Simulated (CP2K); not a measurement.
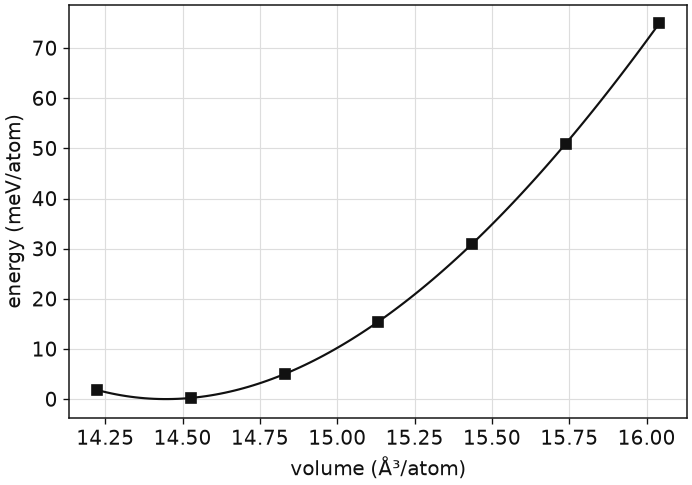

The figure shows the energy against volume for MnS, space group F-43m (No. 216).

The given structure:
```
Mn S
1.0
     3.49801    0.00000    0.00000
     1.74900    3.02936    0.00000
     1.74900    1.00979    2.85611
Mn S
1 1
Direct
  0.00000 0.00000 0.00000
  0.75000 0.75000 0.75000
```

How it was computed, with CP2K 2026.2: DFT in Gaussian orbitals with a plane-wave density, collinear spins; energies at scaled volumes of the given cell, shape and fractions fixed, counted from the fit's minimum, third-order Birch-Murnaghan fit. Level: LDA, collinear spin.

k mesh 9×9×9; occupations Fermi–Dirac; smearing width 0.01 eV; potentials GTH PADE with UZH TZVP basis (short range sets on d metals); density cutoff 6803 eV; program settings ngrids 4, basis sets Mn TZVP-MOLOPT-SR-GTH-q15, basis sets S TZVP-MOLOPT-PBE-GTH-q6, cutoff ry 500 Ry, rel cutoff ry 60 Ry.

From this curve and the settings, what does the calculation give for the pressure at the same points?

The pressure falls from 2.63 GPa at volume 14.22 Å³/atom to −13.69 GPa at 16.04 Å³/atom, and changes sign near 14.45 Å³/atom.

```tsv
volume (Å³/atom)	pressure (GPa)
14.22	2.63
14.53	-0.91
14.83	-4.08
15.13	-6.91
15.44	-9.43
15.74	-11.68
16.04	-13.69
```
